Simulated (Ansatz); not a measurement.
Geometry relaxation of WSe₄ (part 2 of 2)

The same run, continued: WSe₄ (slab, 5 atoms in the cell); DFT PBEsol, scalar-relativistic, plane waves, PAW, no spin polarisation (Ansatz 0.2.0); cutoff 420 eV, 9×9×1 k-mesh, Gaussian smearing of 0.05 eV. The structure derives from a Materials Project entry. The input holds or restrains some coordinates. Forces given for the steps count only the free coordinates. It belongs to a series of runs on one base structure; here: clean slab, lower half held.

Geometry of the input (Å; fractional positions):
```
3.2703  0.0000  0.0000
-1.6351  2.8321  0.0000
0.0000  0.0000  46.9769
Se 0.3333  0.6667  0.1809
Se 0.3333  0.6667  0.4644
W  0.0000  0.0000  0.5000
Se 0.3333  0.6667  0.5356
Se 0.3333  0.6667  0.8191
```

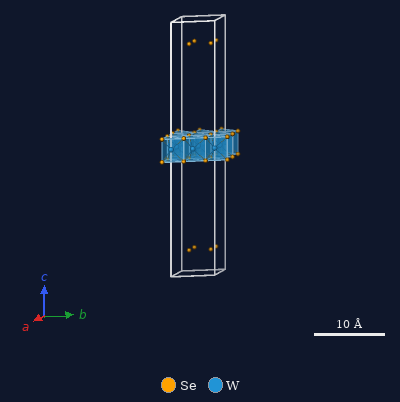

The geometry at step 1 of the log (polyhedral view of the 2 × 2 repeat of the cell, with the vacuum cut short, seen slightly off an axis; polyhedra are completed across the faces of the cell).

**Log, continued**
```
SCF iter  44: F=-31952.347884 eV  HF=-31952.347884 eV  |F-HF|=1.04e-7  |Δ(HF+E_count)|=   2.47e-8  Δρ=5.64e-7  dr2=4.13e-8  ethr=1.52e-8  p=0.000 e·Å  D=8.09e-8 V/Å  ΔV_dip=-0.00 eV  dr2_dipole=6.26e-8  V_vac-E_F(+/−)=6.47/6.47 eV  ⟨swp⟩=8.8  Hψ=3380  notcnv=0
SCF iter  45: F=-31952.347884 eV  HF=-31952.347884 eV  |F-HF|=1.04e-7  |Δ(HF+E_count)|=    0.00e0  Δρ=5.64e-7  dr2=4.13e-8  ethr=5.30e-11  p=0.000 e·Å  D=8.09e-8 V/Å  ΔV_dip=-0.00 eV  dr2_dipole=6.26e-8  V_vac-E_F(+/−)=6.47/6.47 eV  ⟨swp⟩=8.2  Hψ=3304  notcnv=0
SCF 1 converged in 45 iterations: F = -31952.347884 eV  dr2 = 4.13e-8
  greatest PAW one-centre occupation: 1.000 electrons in one spin orbital (limit 2), on the Se atom at site 3 (counted from 0), in its partial waves of l = 2
relax step   1: F+E_penalty+E_count = -31952.34788372 eV  Δ(F+E_penalty+E_count) = +0.000e0 eV  max|allowed force component| = 1.060e-2 eV/Å  Δτ_max = 0.0000 Å  (45 SCF iters, dr2 threshold 2.25e-5 eV, accepted)
Initial density: handed on by an earlier stage of this run
Initial wavefunctions: those handed on with the density
iter 1 solved again at ethr=5.31e-11 eV; its pass at ethr=3.10e-3 eV (dr2=4.14e-8 eV) is discarded
SCF iter   1: F=—  HF=-31952.347895 eV  |F-HF|=—  |Δ(HF+E_count)|=         —  Δρ=6.04e-7  dr2=4.14e-8  ethr=5.31e-11  p=0.000 e·Å  D=8.09e-8 V/Å  ΔV_dip=-0.00 eV  dr2_dipole=6.26e-8  V_vac-E_F(+/−)=6.47/6.47 eV  ⟨swp⟩=1.0  Hψ=1416  notcnv=0
efield: sawtooth ramp at fractional position 0.9800 (handed on by an earlier solve), width 0.0400; the density the first Hamiltonian is built on has a dipole p = 0.000 e·Å; the dipole correction subtracts the counter field D = 8.09e-8 V/Å, which shifts the + side's vacuum level by -0.00 eV against the − side's; the planar-averaged density in the ramp window peaks in size at 4.2e-6 e/Å³
preconditioner: auto → LDOS  [insulator: Δε(μ)=0.053 eV  Ē_g=8.464 eV  σ=0.050 eV  W_gap=0.54  n_scr=30 (ndim 8)  ℏωp=9.8 eV  f_vac=0.687  D(μ)=11.02/eV (n_scr^D=32)  ε∞_Penn≈2.3  β→1.0]
SCF iter   2: F=-31952.347884 eV  HF=-31952.347884 eV  |F-HF|=5.13e-8  |Δ(HF+E_count)|=   1.13e-5  Δρ=1.19e-6  dr2=5.43e-8  ethr=5.31e-11  p=-0.000 e·Å  D=-6.79e-8 V/Å  ΔV_dip=0.00 eV  dr2_dipole=7.38e-10  V_vac-E_F(+/−)=6.47/6.47 eV  ⟨swp⟩=10.5  Hψ=3409  notcnv=0
SCF 2 converged in 2 iterations: F = -31952.347884 eV  dr2 = 5.43e-8
  greatest PAW one-centre occupation: 1.000 electrons in one spin orbital (limit 2), on the Se atom at site 1 (counted from 0), in its partial waves of l = 2
relax step   2: F+E_penalty+E_count = -31952.34788377 eV  Δ(F+E_penalty+E_count) = -5.501e-8 eV  max|allowed force component| = 1.063e-2 eV/Å  Δτ_max = 0.0000 Å  (2 SCF iters, accepted)
```

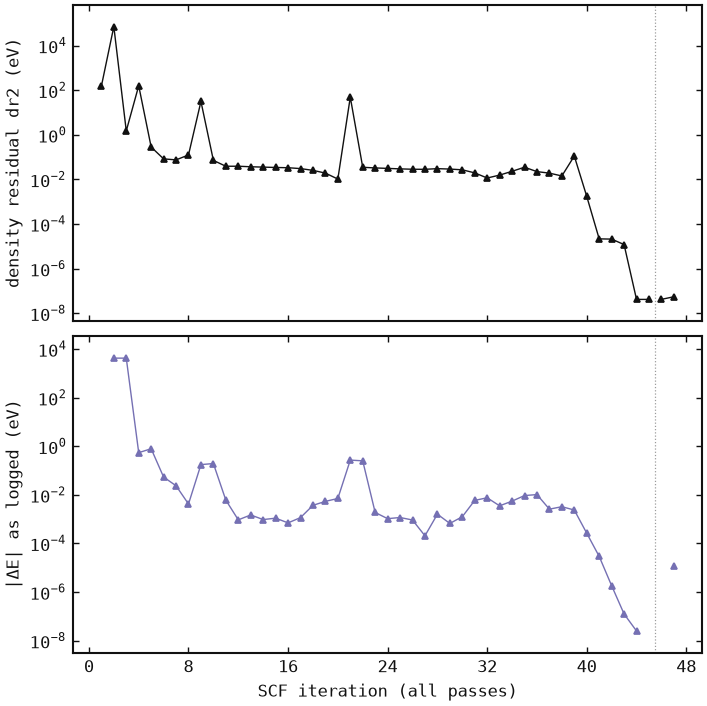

Convergence of the self-consistent field: density residual dr2 and size of the energy change against the SCF iteration. The dotted lines part the SCF passes of the relaxation: geometry steps, rejected trials and re-solves on a re-selected basis. The passes take 45 and 2 iterations.

```
WARN: The output density's exchange-correlation potential varies sharply where the density is thin. Do not read a vacuum level from v_tot or v_xc, or from such a field of the output density. On a cell that repeats whose density bears no net charge and no dipole along the vacuum's axis use v_es (v_loc + v_h of the components); under efield.dipole_correction with no amplitude use v_es + v_field, which holds any external_charges[].barrier, or the levels of the report's work_function block, which leave it out; under a non-zero efield.amplitude the vacuum is tilted and has no level; on a cell that repeats and bears such a dipole with no correction it is tilted too, and efield.dipole_correction with no amplitude gives each side of its ramp a level where efield: is served; in a cell that repeats whose density bears a net charge (total_charge, or a fill off its count) it is curved and has none; of a slab under crystal.periodic whose density bears no net charge use v_es, which has a level on each side, short of where the two are joined; of another it falls or rises all the way out and has none; of a slab beside external_charges read slab_vacuum_level instead, which it has where they leave it neutral. The grid or the basis barely resolves most such structure, and the values can differ between equally converged runs; as a rule a tighter scf.convergence.dr2_threshold does not remove it. Where the density itself ripples (under the LDA too) a higher basis.ecutwfc lessens it. The files hold the spikes' plane waves up to the density's cutoff. Files: v_tot_of_output_density and the like, and their columns of v_z.tsv (output.write_potential); v_xc_of_output_density and the like, and their columns of v_comp_z.tsv (output.write_potential_components). Measured: with its Gaussian average of σ = 0.25 Å subtracted twice, the exchange-correlation potential is over 0.1 eV at 144 of the grid points where the equally averaged density (valence and model cores) is under 1e-3 e/Å³, and 0.172 eV at the most among them, at an averaged density of 2.6e-8 e/Å³. See output.write_potential in the manual, Limitations
SCF converged after 2 iterations
Free energy (F): -31952.347884 eV
Harris-Foulkes:  -31952.347884 eV  (|F-HF|=5.13e-8)
Internal energy: -31952.334111 eV  (E = F + TS)
E sigma→0 (E₀):  -31952.340998 eV
Entropy (-TS):   -0.013772 eV (-2.754 meV/atom)
Fermi energy:    -1.955582 eV
Dipole field:    D = 0.000025 V/Å  (p = 0.000059 e·Å, saw-weighted, corrected)
Work function:   Φ+ = 6.4741 eV   Φ− = 6.4752 eV
Levels:          The Fermi level and band energies are counted from a zero that moves with the ramp; work functions are not
--- Per-component energies (eV) ---
  E_band       = -2588.700848
  E_kinetic    = 915.494569
  E_local      = -92777.913247  (includes V_loc(G=0)·N_el)
  E_nonlocal   = -2363.538199
  E_hartree    = 45760.767987
  E_xc         = -672.426378
  E_vxc        = -622.789838  (∫ρ·V_xc dr)
  E_paw        = -15910.113575  (= ΣΔE_a)
  E_vpaw       = 738.506371  (= ΣTr[D̂ρ^β])
  E_aug_tail   = -0.002478  (compensation charges beyond the density's cutoff)
  E_efield     = 0.000000  (sawtooth field / dipole correction)
  E_vefield    = 0.000000  (∫n·V_field dr)
  E_ewald      = 33091.141617
  E_core_change = 4.255594  (= ΣΔE_core)
  E_smearing   = -0.013772  (= −TS)
  E_closure    = 0.000000  (closes the sum)
  Σ components = -31952.347884   (vs F -31952.347884, Δ=0.00e0)
--- Forces (eV/Å), atoms counted from 1 ---
  atom   1  Se     0.00000000     0.00000000     0.00039473
  atom   2  Se     0.00000000     0.00000000    -0.01060646
  atom   3  W      0.00000000    -0.00000000    -0.00008852
  atom   4  Se     0.00000000     0.00000000     0.01062581
  atom   5  Se    -0.00000000     0.00000000    -0.00039557
  max |Σ_I F_I| component: 7.00e-5 eV/Å
--- Band table (eV; the first three rows and the last of 12) ---
  k-point 0: bands = ["-75.8614", "-49.7674", "-49.7674", "-49.7674", "-49.7674", "-49.5636", "-49.5636", "-49.5636", "-49.5636", "-49.5097", "-49.5097", "-49.5090", "-49.5090", "-49.4986", "-49.4986", "-49.4763", "-49.4763", "-49.4750", "-49.4750", "-49.4627", "-49.4605", "-40.1587", "-40.0093", "-40.0093", "-16.8724", "-15.5768", "-14.8590", "-14.8590", "-8.2800", "-4.3187", "-4.3187", "-4.2016", "-3.8006", "-3.8006", "-3.1492", "-3.1492", "-2.3779", "0.2605", "0.2605", "0.2605", "0.2605", "1.0878", "1.0878", "1.2751", "1.2751", "2.5656", "3.1564"]
  k-point 1: bands = ["-75.8601", "-49.7674", "-49.7673", "-49.7669", "-49.7669", "-49.5638", "-49.5638", "-49.5637", "-49.5637", "-49.5096", "-49.5091", "-49.5091", "-49.5085", "-49.4984", "-49.4984", "-49.4764", "-49.4764", "-49.4754", "-49.4751", "-49.4625", "-49.4602", "-40.1525", "-40.0393", "-40.0162", "-16.6818", "-15.4812", "-14.7140", "-14.7140", "-8.0374", "-4.8637", "-4.5986", "-4.1327", "-3.6450", "-3.6450", "-3.4580", "-3.1296", "-2.4360", "-0.7155", "-0.7155", "0.0495", "0.0495", "0.5683", "0.7244", "1.0347", "1.4007", "3.1235", "3.4014"]
  k-point 2: bands = ["-75.8567", "-49.7673", "-49.7673", "-49.7657", "-49.7657", "-49.5642", "-49.5642", "-49.5638", "-49.5638", "-49.5095", "-49.5092", "-49.5076", "-49.5071", "-49.4977", "-49.4977", "-49.4767", "-49.4766", "-49.4762", "-49.4752", "-49.4618", "-49.4595", "-40.1368", "-40.1145", "-40.0337", "-16.1555", "-15.2189", "-14.3094", "-14.3094", "-7.4304", "-6.0031", "-5.4295", "-4.0792", "-3.6546", "-3.5120", "-3.2094", "-3.2094", "-2.8182", "-2.6065", "-2.6065", "-0.4235", "-0.4235", "-0.0072", "0.5998", "0.7597", "1.9739", "3.7756", "4.0734"]
  k-point 11: bands = ["-75.8487", "-49.7650", "-49.7650", "-49.7650", "-49.7650", "-49.5646", "-49.5646", "-49.5646", "-49.5646", "-49.5077", "-49.5065", "-49.5063", "-49.5061", "-49.4961", "-49.4961", "-49.4784", "-49.4774", "-49.4764", "-49.4762", "-49.4603", "-49.4578", "-40.1986", "-40.1699", "-40.0989", "-14.4773", "-14.3910", "-13.0071", "-13.0071", "-7.4757", "-7.3219", "-6.4308", "-5.7225", "-5.3244", "-4.3699", "-4.3699", "-4.3698", "-4.3698", "-4.3440", "-1.9785", "-1.7863", "-1.7863", "-0.2862", "0.8421", "1.6500", "3.1597", "3.8653", "4.5863"]
--- Relaxed structure (2 steps of the walk, 2 accepted, 0 SCFs on fresh bases) ---
  F+E_penalty+E_count = -31952.34788377 eV   max|allowed force component| = 1.063e-2 eV/Å
  atoms:
    - { symbol: Se, position: [0.33333333333333326, 0.6666666666666665, 0.18094004769999994] }
    - { symbol: Se, position: [0.33333333333333326, 0.6666666666666665, 0.46439155089999995] }
    - { symbol: W, position: [0.0, -8.881784198810708e-18, 0.4999999999999999] }
    - { symbol: Se, position: [0.33333333333333326, 0.6666666666666665, 0.5356084490999999] }
    - { symbol: Se, position: [0.33333333333333326, 0.6666666666666665, 0.8190599522999998] }
```

**Trajectory as extended XYZ (Å, eV, eV/Å), 2 frames, from step=1 to step=2**
```
5
Lattice="3.2703 0.0000 0.0000 -1.6351 2.8321 0.0000 0.0000 0.0000 46.9769" Properties=species:S:1:pos:R:3:forces:R:3 step=1 energy=-31952.34788
Se    0.0000    1.8881    8.5000    0.0000   0.0000   0.0004
Se    0.0000    1.8881   21.8157    0.0000   0.0000  -0.0106
W     0.0000    0.0000   23.4884    0.0000   0.0000   0.0000
Se    0.0000    1.8881   25.1612    0.0000   0.0000   0.0106
Se    0.0000    1.8881   38.4769    0.0000   0.0000  -0.0004
5
Lattice="3.2703 0.0000 0.0000 -1.6351 2.8321 0.0000 0.0000 0.0000 46.9769" Properties=species:S:1:pos:R:3:forces:R:3 step=2 energy=-31952.34788
Se    0.0000    1.8881    8.5000    0.0000   0.0000   0.0004
Se    0.0000    1.8881   21.8157    0.0000   0.0000  -0.0106
W     0.0000    0.0000   23.4884    0.0000   0.0000  -0.0001
Se    0.0000    1.8881   25.1612    0.0000   0.0000   0.0106
Se    0.0000    1.8881   38.4769    0.0000   0.0000  -0.0004
```

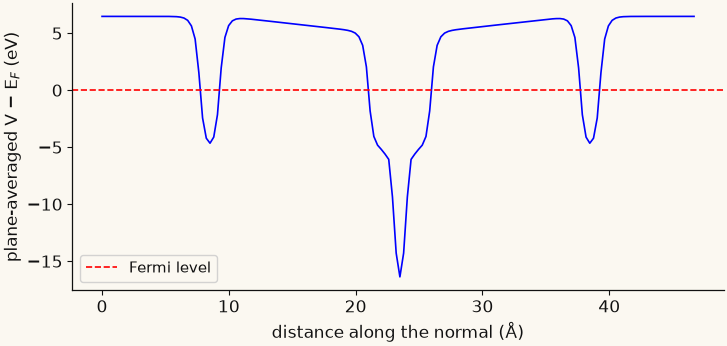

Plane average of the electrostatic potential energy of an electron across the cell, from the Fermi level. The vacuum level lies 6.47 eV above the Fermi level.

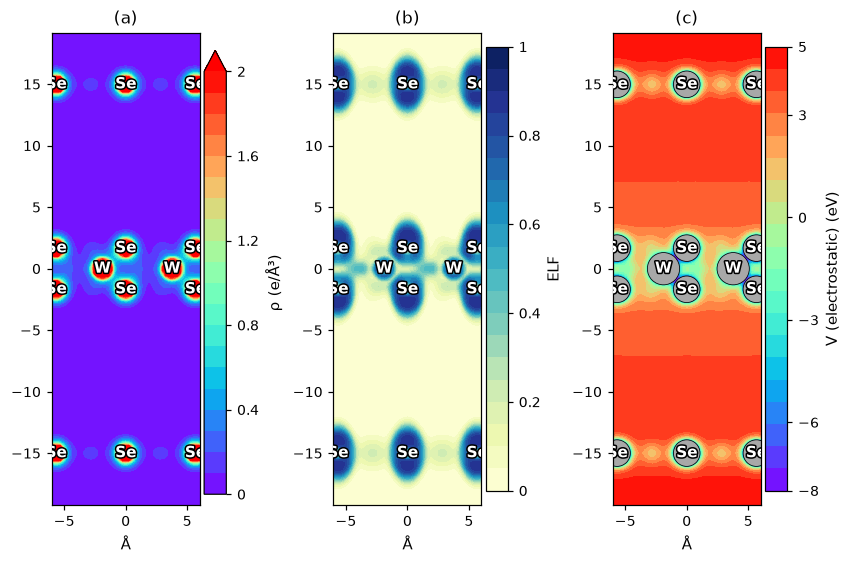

(a) valence charge density (pseudo); (b) ELF; (c) electrostatic potential energy of an electron on the (110) plane of the calculation cell, a cut from vacuum to vacuum. Grey discs, where drawn, cover atomic cores. Atoms in the plane: Se and W. W–Se (2.52 Å): ρ at the midpoint is about 0.56 e/Å³; the ELF is about 0.55 at the midpoint. The density dies away to nearly zero in the vacuum. The strong features right at W lie inside the PAW spheres (semicore, d or f shells) and say nothing about bonding. In a PAW calculation such maps are meaningful between the atoms, not at the nuclei.

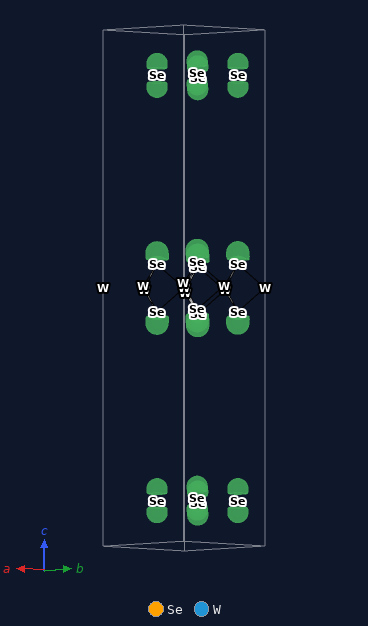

Isosurface of the ELF at 0.8 (green), seen at an oblique angle. Only the valence region is drawn (cores and ρ < 0.01 e/Å³ removed). Sticks mark near contacts. Profiles from the grid: W–Se (2.52 Å): the ELF is about 0.55 at the midpoint.

**Key numbers**

```json
{"quantity": "outcome", "value": "converged under the restraints of the input"}
{"quantity": "electrons treated", "value": "78"}
{"quantity": "free energy", "value": "−31952.3479 eV"}
{"quantity": "work function, top face", "value": "6.47 eV"}
{"quantity": "work function, bottom face", "value": "6.48 eV"}
{"quantity": "Fermi energy", "value": "−1.956 eV"}
{"quantity": "gap on the k-point mesh", "value": "none (metallic)"}
{"quantity": "final volume", "value": "435.09 Å³"}
{"quantity": "work function (upper face)", "value": "6.47 eV"}
{"quantity": "largest force (length of the vector) at the end, held atoms and coordinates included", "value": "0.011 eV/Å"}
{"quantity": "wall time", "value": "2 min (CPU time 3.9 min)"}
{"quantity": "peak memory", "value": "0.93 GiB"}
```

**Remarks**

The electronic state found may not be the lowest one. Notes on the run: the exchange-correlation potential is rough where the density is thin. Spin–orbit coupling is left out, which matters for W.
